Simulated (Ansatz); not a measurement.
## Geometry relaxation of Ta8H (part 2 of 2)

Continued. System: Ta8H (slab, 9 atoms in the cell). Method: DFT PBE+D3(BJ), scalar-relativistic, plane waves, PAW, no spin polarisation (Ansatz 0.2.0); cutoff 420 eV, 6×6×1 k-mesh, Gaussian smearing of 0.1 eV. The structure derives from an entry of the Crystallography Open Database. The input holds or restrains some coordinates. Forces given for the steps count only the free coordinates. It belongs to a series of runs on one base structure; here: H over the place (0/6, 1/6) of the surface cell, its height relaxed.

Geometry of the input (Å; fractional positions):
```
4.6456  0.0000  0.0000
-2.3228  4.0232  0.0000
0.0000  0.0000  25.6380
Ta 0.6667  0.3333  0.3315
Ta 0.3333  0.6667  0.3685
Ta 0.0000  0.0000  0.4055
Ta 0.6667  0.3333  0.4425
Ta 0.3333  0.6667  0.4763
Ta 0.0000  0.0000  0.5199
Ta 0.6667  0.3333  0.5523
Ta 0.3333  0.6667  0.5789
H  0.3333  0.8333  0.6515
```

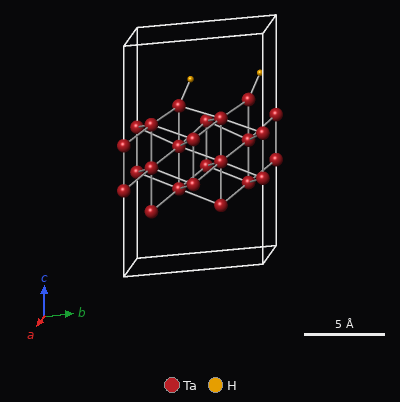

The geometry at step 2 of the log (ball-and-stick view of the 1 × 2 repeat of the cell, with the vacuum cut short, seen slightly off an axis).

```
WARN: The output density's exchange-correlation potential varies sharply where the density is thin. Do not read a vacuum level from v_tot or v_xc, or from such a field of the output density. On a cell that repeats whose density bears no net charge and no dipole along the vacuum's axis use v_es (v_loc + v_h of the components); under efield.dipole_correction with no amplitude use v_es + v_field, which holds any external_charges[].barrier, or the levels of the report's work_function block, which leave it out; under a non-zero efield.amplitude the vacuum is tilted and has no level; on a cell that repeats and bears such a dipole with no correction it is tilted too, and efield.dipole_correction with no amplitude gives each side of its ramp a level where efield: is served; in a cell that repeats whose density bears a net charge (total_charge, or a fill off its count) it is curved and has none; of a slab under crystal.periodic whose density bears no net charge use v_es, which has a level on each side, short of where the two are joined; of another it falls or rises all the way out and has none; of a slab beside external_charges read slab_vacuum_level instead, which it has where they leave it neutral. The grid or the basis barely resolves most such structure, and the values can differ between equally converged runs; as a rule a tighter scf.convergence.dr2_threshold does not remove it. Where the density itself ripples (under the LDA too) a higher basis.ecutwfc lessens it. The files hold the spikes' plane waves up to the density's cutoff. Files: v_tot_of_output_density and the like, and their columns of v_z.tsv (output.write_potential); v_xc_of_output_density and the like, and their columns of v_comp_z.tsv (output.write_potential_components). Measured: with its Gaussian average of σ = 0.25 Å subtracted twice, the exchange-correlation potential is over 0.1 eV at 25 of the grid points where the equally averaged density (valence and model cores) is under 1e-3 e/Å³, and 0.180 eV at the most among them, at an averaged density of 9.9e-4 e/Å³. The input density's (outcome.potential() and, of a run that writes arrays, v_tot and v_xc) is over 0.1 eV, so measured, at 28 points of its own thin density, 0.181 eV at the most. See output.write_potential in the manual, Limitations
SCF converged after 6 iterations
Free energy (F): -79470.503045 eV
Harris-Foulkes:  -79470.503045 eV  (|F-HF|=1.59e-8)
Internal energy: -79470.439486 eV  (E = F + TS)
E sigma→0 (E₀):  -79470.471265 eV
Entropy (-TS):   -0.063559 eV (-7.062 meV/atom)
Fermi energy:    2.599531 eV
Dipole field:    D = -0.083533 V/Å  (p = -0.221206 e·Å, saw-weighted, corrected)
Work function:   Φ+ = 5.5425 eV   Φ− = 3.4009 eV
Levels:          The Fermi level and band energies are counted from a zero that moves with the ramp; work functions are not
--- Per-component energies (eV) ---
  E_band       = -2508.599467
  E_kinetic    = 2933.672582
  E_local      = -117605.775867  (includes V_loc(G=0)·N_el)
  E_nonlocal   = 124.323575
  E_hartree    = 57292.003552
  E_xc         = -1749.471336
  E_vxc        = -1634.347025  (∫ρ·V_xc dr)
  E_paw        = -67173.499865  (= ΣΔE_a)
  E_vpaw       = -903.689731  (= ΣTr[D̂ρ^β])
  E_aug_tail   = 0.000053  (compensation charges beyond the density's cutoff)
  E_efield     = 0.009239  (sawtooth field / dipole correction)
  E_vefield    = -6.802573  (∫n·V_field dr)
  E_ewald      = 46711.892104
  E_disp       = -3.593523  (pairwise vdW)
  E_smearing   = -0.063559  (= −TS)
  E_closure    = -0.000000  (closes the sum)
  Σ components = -79470.503045   (vs F -79470.503045, Δ=0.00e0)
--- Forces (eV/Å), atoms counted from 1 ---
  atom   1  Ta     0.03964103    -0.07919109     1.91710265
  atom   2  Ta    -0.01994170     0.02360842    -0.20456768
  atom   3  Ta    -0.02463566     0.10292441    -1.19908388
  atom   4  Ta     0.02752125    -0.01322500    -0.62840240
  atom   5  Ta    -0.02119295     0.01044388    -0.33289259
  atom   6  Ta     0.06138975    -0.33688580    -0.31167116
  atom   7  Ta     0.18436780    -0.39289166     0.17853476
  atom   8  Ta    -0.34775667     0.58076389     0.57010252
  atom   9  H      0.10060879     0.10444134     0.01095304
  max |Σ_I F_I| component: 7.53e-5 eV/Å
--- Band table (eV; the first three rows and the last of 20) ---
  k-point 0: bands = ["-65.2476", "-64.7550", "-64.7133", "-64.6558", "-64.4450", "-64.4131", "-64.3458", "-64.2582", "-31.9472", "-31.7448", "-31.7416", "-31.6035", "-31.5228", "-31.5075", "-31.4555", "-31.4499", "-31.4141", "-31.4086", "-31.3931", "-31.2469", "-31.1310", "-31.1247", "-31.1144", "-31.0698", "-30.7973", "-30.7958", "-30.7040", "-30.6472", "-30.6444", "-30.5335", "-30.5078", "-30.5062", "-4.7951", "-3.1529", "-1.1013", "-0.9544", "-0.9420", "-0.0225", "0.2641", "0.3683", "0.8359", "0.9423", "1.0257", "1.0725", "1.2496", "1.3062", "1.3085", "1.6949", "1.7063", "2.0203", "2.0301", "2.4233", "2.4286", "2.6253", "2.9842", "2.9944", "3.2390", "4.0929", "4.9909", "5.0046", "5.0887", "5.4172", "5.8769"]
  k-point 1: bands = ["-65.2472", "-64.7528", "-64.7070", "-64.6574", "-64.4496", "-64.4145", "-64.3416", "-64.2639", "-31.9560", "-31.7663", "-31.7507", "-31.6484", "-31.6213", "-31.5580", "-31.4689", "-31.4570", "-31.4203", "-31.3171", "-31.2995", "-31.2156", "-31.1321", "-31.0901", "-31.0736", "-31.0095", "-30.8107", "-30.7869", "-30.7120", "-30.6743", "-30.6468", "-30.5689", "-30.5191", "-30.5055", "-4.4003", "-2.8624", "-1.0887", "-0.8081", "-0.7279", "-0.3672", "0.0775", "0.3723", "0.4271", "0.6297", "0.8989", "0.9699", "1.2142", "1.4034", "1.6491", "1.6753", "1.7372", "2.2442", "2.2737", "2.5365", "2.5964", "2.7867", "3.0307", "3.2360", "3.5059", "4.0650", "4.7224", "4.8879", "4.9758", "5.0836", "5.7393"]
  k-point 2: bands = ["-65.2463", "-64.7485", "-64.6924", "-64.6618", "-64.4597", "-64.4174", "-64.3304", "-64.2784", "-31.9763", "-31.8161", "-31.7554", "-31.7316", "-31.7022", "-31.5236", "-31.4953", "-31.4875", "-31.3744", "-31.3302", "-31.2178", "-31.1496", "-31.0770", "-31.0339", "-31.0142", "-30.9310", "-30.8408", "-30.8106", "-30.7644", "-30.7019", "-30.6525", "-30.6050", "-30.5081", "-30.5023", "-3.3321", "-2.1280", "-1.1483", "-1.0099", "-0.6262", "-0.4235", "-0.1166", "-0.0735", "0.4372", "0.7943", "0.8836", "0.9917", "1.1482", "1.4588", "1.5203", "1.6351", "1.6562", "2.1757", "2.3771", "2.5803", "2.7975", "2.9093", "3.1815", "3.4947", "3.5926", "4.0377", "4.3729", "4.4485", "4.7373", "5.0271", "5.1691"]
  k-point 19: bands = ["-65.2459", "-64.7464", "-64.6827", "-64.6659", "-64.4653", "-64.4189", "-64.3211", "-64.2893", "-31.9871", "-31.8412", "-31.7669", "-31.7539", "-31.6976", "-31.5287", "-31.4974", "-31.4509", "-31.3880", "-31.3308", "-31.1833", "-31.1380", "-31.1174", "-31.0506", "-30.9737", "-30.9159", "-30.8232", "-30.8051", "-30.7509", "-30.7392", "-30.6599", "-30.6057", "-30.5036", "-30.4891", "-2.0465", "-1.8424", "-1.5999", "-1.3792", "-0.9330", "-0.4787", "0.0463", "0.3439", "0.5485", "0.7067", "0.9923", "1.1608", "1.3178", "1.3608", "1.4790", "1.7006", "1.7066", "1.9224", "2.0690", "2.3055", "2.3216", "2.5550", "3.1114", "3.4050", "3.5977", "4.1001", "4.1874", "4.5959", "4.7151", "5.1769", "5.2988"]
--- Relaxed structure (3 steps of the walk, 3 accepted, 0 SCFs on fresh bases) ---
  F+E_penalty+E_count = -79470.50304465 eV   max|allowed force component| = 1.095e-2 eV/Å
  atoms:
    - { symbol: Ta, position: [0.6666666667, 0.3333333333, 0.33153941899999995] }
    - { symbol: Ta, position: [0.3333333333, 0.6666666667, 0.36852683149999993] }
    - { symbol: Ta, position: [0.0, 0.0, 0.40551424379999995] }
    - { symbol: Ta, position: [0.6666666667, 0.3333333333, 0.44250165619999987] }
    - { symbol: Ta, position: [0.3333333333, 0.6666666667, 0.4762660037999999] }
    - { symbol: Ta, position: [0.0, 0.0, 0.5198566659999999] }
    - { symbol: Ta, position: [0.6666666667, 0.3333333333, 0.5522688406999999] }
    - { symbol: Ta, position: [0.3333333333, 0.6666666667, 0.5789370639999999] }
    - { symbol: H, position: [0.33333333330000003, 0.8333333333, 0.6434772779682437] }
```

## Trajectory as extended XYZ (Å, eV, eV/Å), 3 frames, from step=1 to step=3
```
9
Lattice="4.6456 0.0000 0.0000 -2.3228 4.0232 0.0000 0.0000 0.0000 25.6380" Properties=species:S:1:pos:R:3:forces:R:3 step=1 energy=-79470.36470
Ta    2.3228    1.3411    8.5000    0.0336  -0.0686   1.9204
Ta    0.0000    2.6821    9.4483   -0.0186   0.0124  -0.2019
Ta    0.0000    0.0000   10.3966   -0.0284   0.1001  -1.1980
Ta    2.3228    1.3411   11.3448    0.0266  -0.0038  -0.6395
Ta    0.0000    2.6821   12.2105   -0.0110   0.0062  -0.2921
Ta    0.0000    0.0000   13.3281    0.0660  -0.2786  -0.3029
Ta    2.3228    1.3411   14.1591    0.1471  -0.3597   0.1681
Ta    0.0000    2.6821   14.8428   -0.5160   0.8669   1.7503
H    -0.3871    3.3527   16.7028    0.3006  -0.2750  -1.2047
9
Lattice="4.6456 0.0000 0.0000 -2.3228 4.0232 0.0000 0.0000 0.0000 25.6380" Properties=species:S:1:pos:R:3:forces:R:3 step=2 energy=-79470.50270
Ta    2.3228    1.3411    8.5000    0.0396  -0.0792   1.9173
Ta    0.0000    2.6821    9.4483   -0.0202   0.0237  -0.2041
Ta    0.0000    0.0000   10.3966   -0.0249   0.1029  -1.1986
Ta    2.3228    1.3411   11.3448    0.0279  -0.0133  -0.6297
Ta    0.0000    2.6821   12.2105   -0.0213   0.0112  -0.3311
Ta    0.0000    0.0000   13.3281    0.0618  -0.3336  -0.3103
Ta    2.3228    1.3411   14.1591    0.1834  -0.3934   0.1798
Ta    0.0000    2.6821   14.8428   -0.3641   0.6087   0.6546
H    -0.3871    3.3527   16.5078    0.1175   0.0735  -0.0762
9
Lattice="4.6456 0.0000 0.0000 -2.3228 4.0232 0.0000 0.0000 0.0000 25.6380" Properties=species:S:1:pos:R:3:forces:R:3 step=3 energy=-79470.50305
Ta    2.3228    1.3411    8.5000    0.0396  -0.0792   1.9171
Ta    0.0000    2.6821    9.4483   -0.0199   0.0236  -0.2046
Ta    0.0000    0.0000   10.3966   -0.0246   0.1029  -1.1991
Ta    2.3228    1.3411   11.3448    0.0275  -0.0132  -0.6284
Ta    0.0000    2.6821   12.2105   -0.0212   0.0104  -0.3329
Ta    0.0000    0.0000   13.3281    0.0614  -0.3369  -0.3117
Ta    2.3228    1.3411   14.1591    0.1844  -0.3929   0.1785
Ta    0.0000    2.6821   14.8428   -0.3478   0.5808   0.5701
H    -0.3871    3.3527   16.4975    0.1006   0.1044   0.0110
```

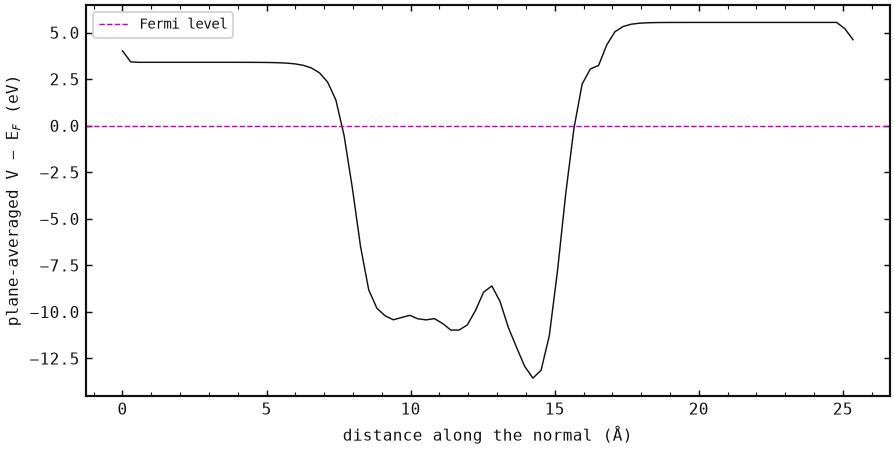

Plane average of the electrostatic potential energy of an electron across the cell, from the Fermi level. The vacuum level lies 5.54 eV above the Fermi level on the upper side and 3.40 eV on the lower.

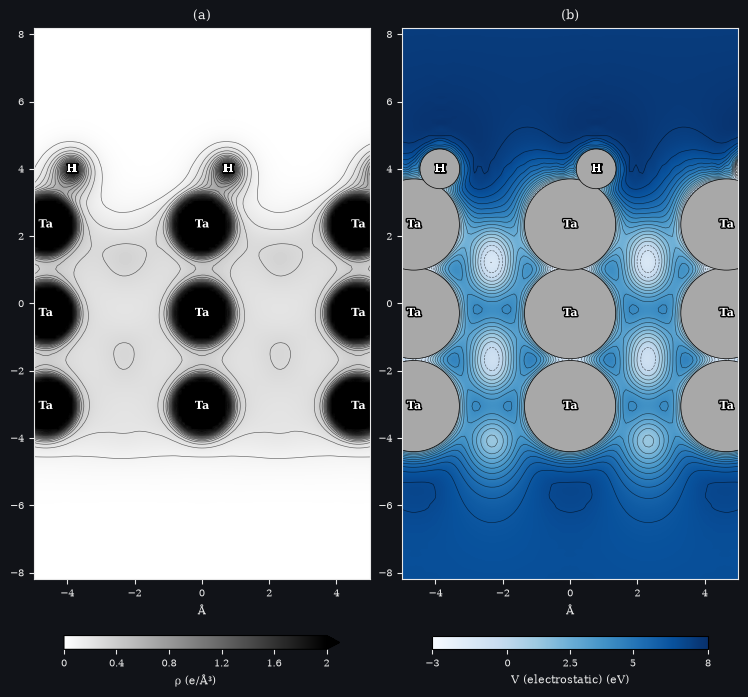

(a) valence charge density (pseudo); (b) electrostatic potential energy of an electron on the (100) plane of the calculation cell, a cut from vacuum to vacuum. Grey discs, where drawn, cover atomic cores. The section cuts through Ta and H sites. Ta–H (1.83 Å): ρ at the midpoint is about 1.1 e/Å³, with its minimum of 0.68 e/Å³ about 1.2 Å from Ta. Ta–Ta (2.63 Å): the density is about 0.42 e/Å³ at the midpoint. Ta–Ta (2.76 Å): ρ at the midpoint is about 0.38 e/Å³. The density dies away to nearly zero in the vacuum. In a PAW calculation such maps are meaningful between the atoms, not at the nuclei.

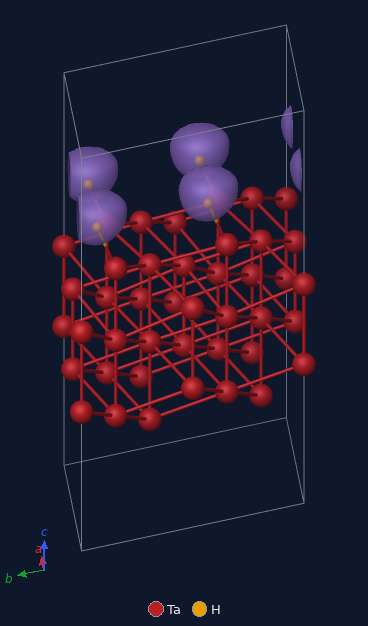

Isosurface of the electron localisation function at 0.9 (purple), seen at an oblique angle. Core shells and regions of very low density are left out. Sticks mark near contacts. Profiles from the grid: Ta–H (1.83 Å): the ELF climbs to about 1 towards the hydrogen, as it does in any bond to H. Ta–Ta (2.63 Å): the ELF is about 0.25 at the midpoint; no shared electron pair.

## Summary

```json
{"quantity": "outcome", "value": "converged under the restraints of the input"}
{"quantity": "electrons treated", "value": "105"}
{"quantity": "free energy", "value": "−79470.5030 eV"}
{"quantity": "work function, top face", "value": "5.54 eV"}
{"quantity": "work function, bottom face", "value": "3.40 eV"}
{"quantity": "Fermi energy", "value": "2.600 eV"}
{"quantity": "gap on the k-point mesh", "value": "none (metallic)"}
{"quantity": "final volume", "value": "479.18 Å³"}
{"quantity": "work function (upper face)", "value": "5.54 eV"}
{"quantity": "largest force (length of the vector) at the end, held atoms and coordinates included", "value": "1.919 eV/Å"}
{"quantity": "wall time", "value": "1.8 min (CPU time 3.6 min)"}
{"quantity": "peak memory", "value": "0.96 GiB"}
```

## Remarks

The program warns: the exchange-correlation potential is rough where the density is thin. Spin–orbit coupling is left out, which matters for Ta.
